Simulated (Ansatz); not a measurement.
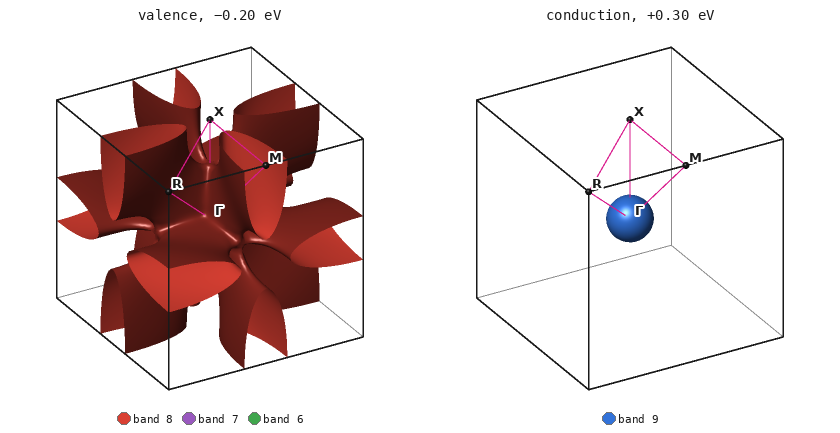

RbBr (Pm-3m): constant-energy surfaces at both band edges (energies from each edge).

All numbers here come from DFT PBEsol, scalar-relativistic, plane waves, PAW; levels and slopes on a dense k mesh at the converged density in Ansatz 0.2.0. No spin polarisation. The levels come from a k mesh of 28×28×28 points. The geometry was not relaxed. The cell comes from a database of computed structures, not from a measurement.

Masses come from a second pass at points close to the extrema; at the energies drawn a band may no longer be parabolic.

What kind of gap has this crystal, and what size does the calculation give?

The gap is indirect, 3.91 eV at this level of theory, which underestimates gaps and can reorder valleys that lie close.

Give the valleys and their effective masses.

Valence band (extrema up to 0.20 eV from the edge): three equivalent maxima at M, principal masses 0.49, 3.59 and 3.59 mₑ; one maximum at Γ, 0.16 eV below the edge, three bands meeting there, with masses of 0.38 and over 10 mₑ among them, each the same along x, y and z. Band 8 forms the valence edge; band 7 begins 0.16 eV lower (at Γ) and band 6 begins 0.16 eV lower (at Γ).
Conduction band (extrema up to 0.30 eV from the edge): one minimum at Γ, mass 0.31 mₑ in all directions. Band 9 forms the conduction edge.

Where one band's surface lies inside another's, the outer one hides all or part of it.

Spin-orbit coupling, left out here, can change the gap, its kind, the place of the band edges and the masses, since the compound holds Rb and Br.
